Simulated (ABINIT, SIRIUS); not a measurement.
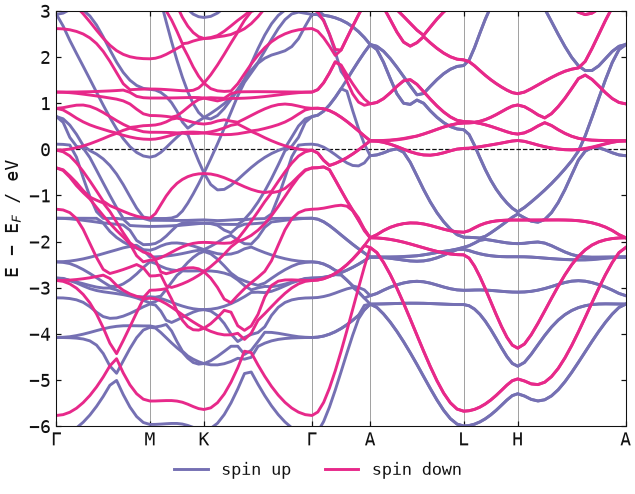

Band structure. Energies are counted from the Fermi level. The path runs straight from each named point to the next.

Q: Which of these calculations gave it?
A. rocksalt KF, space group Fm-3m (No. 225), 2 atoms in the primitive cell (cubic a = 5.344 Å); LDA
B. zincblende MnS, space group F-43m (No. 216), 2 atoms in the primitive cell (cubic a = 4.947 Å); WC
C. NiAs-type MnSb, space group P6_3/mmc (No. 194), 4 atoms in the cell, cell squeezed (a = 3.977 Å, c = 5.539 Å (hexagonal axes)); PBEsol
D. TiAl₃, space group I4/mmm, 4 atoms in the primitive cell (a = 3.822 Å, c = 8.561 Å (tetragonal axes)); PBE+SOC

A: C. A metal: bands cross the Fermi level along this path. At A the nearest levels lie 0.14 eV below and 0.18 eV above the Fermi level. A hexagonal (primitive) lattice: the path Γ–M–K–Γ–A–L–H–A runs through the special points of its Brillouin zone.

SIRIUS; PBEsol, all-electron FP-LAPW, collinear spin, ferromagnetic start, no spin-orbit coupling, 7×7×5 k mesh, Fermi-Dirac smearing of 0.02 eV.

The run ends ferromagnetic, with 5.77 μB a cell. Spin-orbit coupling is left out, which matters for Sb. The magnetic state is the one that this start led to; another may lie lower. The k mesh is thin for a metal, so its Fermi level is uncertain. Bands are joined in order of energy, so crossings between the computed points show as kinks or gaps.
